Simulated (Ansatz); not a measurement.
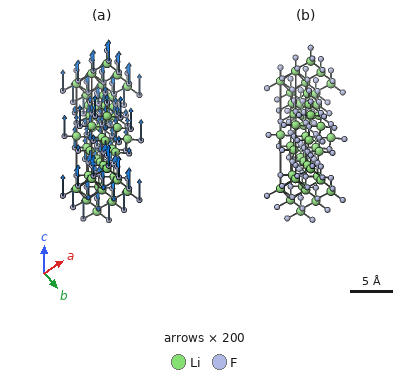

The structure of a crystal of LiF (a generated structure, set up in P6_3mc) before (left) and after (right) a relaxation, at one scale. The blue arrows give the displacements (the part carried along by the change of the cell is left out), magnified 200 times.

A ball-and-stick model of the cell of the calculation, repeated 2 × 2 × 1 with one cell outlined, seen from a free direction.

Case: stacking ABCACB.

The calculation used Ansatz 0.2.0, DFT PBEsol, scalar-relativistic, plane waves, PAW.

The input:
```yaml
crystal:
  lattice:
    - [3.092971167, 0.0, 0.0]
    - [-1.5464855835, 2.6785916038, 0.0]
    - [0.0, 0.0, 14.4620487991]
  atoms:
    - { symbol: Li, position: [0.0, 0.0, 0.0] }
    - { symbol: F, position: [0.0, 0.0, 0.125] }
    - { symbol: Li, position: [0.3333333333, 0.6666666667, 0.1666666667] }
    - { symbol: F, position: [0.3333333333, 0.6666666667, 0.2916666667] }
    - { symbol: Li, position: [0.6666666667, 0.3333333333, 0.3333333333] }
    - { symbol: F, position: [0.6666666667, 0.3333333333, 0.4583333333] }
    - { symbol: Li, position: [0.0, 0.0, 0.5] }
    - { symbol: F, position: [0.0, 0.0, 0.625] }
    - { symbol: Li, position: [0.6666666667, 0.3333333333, 0.6666666667] }
    - { symbol: F, position: [0.6666666667, 0.3333333333, 0.7916666667] }
    - { symbol: Li, position: [0.3333333333, 0.6666666667, 0.8333333333] }
    - { symbol: F, position: [0.3333333333, 0.6666666667, 0.9583333333] }
basis:
  ecutwfc: 420
kpoints:
  mp_grid: { grid: [9, 9, 2] }
hamiltonian:
  xc: pbesol
scf:
  occupations: { method: gaussian, width: 0.02 }
output:
  forces: true
  stress: true
  eigenvalues: true
  populations: true
relax:
  adjacent_minimum: "off"
  f_tol: 0.01
  max_steps: 45
  cell: { stress_tol: 0.05 }
```

Run as
```bash
ansatz run input.yaml --threads 1 --pin off --max-ram 2560MiB --backend cpu --events-out ev --progress --plain --runs-dir out
```

### Summarise the run.

After 5 accepted moves (7 points after the start) the energy has fallen by 4.1 meV per atom. The largest force component goes from 0.25 to 0.0006 eV/Å. The pressure goes from 0.33 to 0.00 GPa. At 2 points the geometry stayed and the basis and grid were re-selected for the new cell (energy shift of 0.3 meV per atom at most each time). The largest moves relative to the cell, 0.017 Å, are those of Li3 and Li9. Li9 goes along −c. By element the largest moves are Li 0.017 Å, F 0.015 Å. The drawn cell changes as follows: a = b 3.093 → 3.061 Å (−1.0 %), c 14.462 → 14.810 Å (+2.4 %); the volume changes by +0.3 %. Among the contacts that change: Li11–F12 1.808 → 1.872 Å, Li1–F2 1.808 → 1.859 Å, F2–Li3 1.885 → 1.864 Å, F10–Li11 1.885 → 1.868 Å. The space group stays P6_3mc (No. 186).
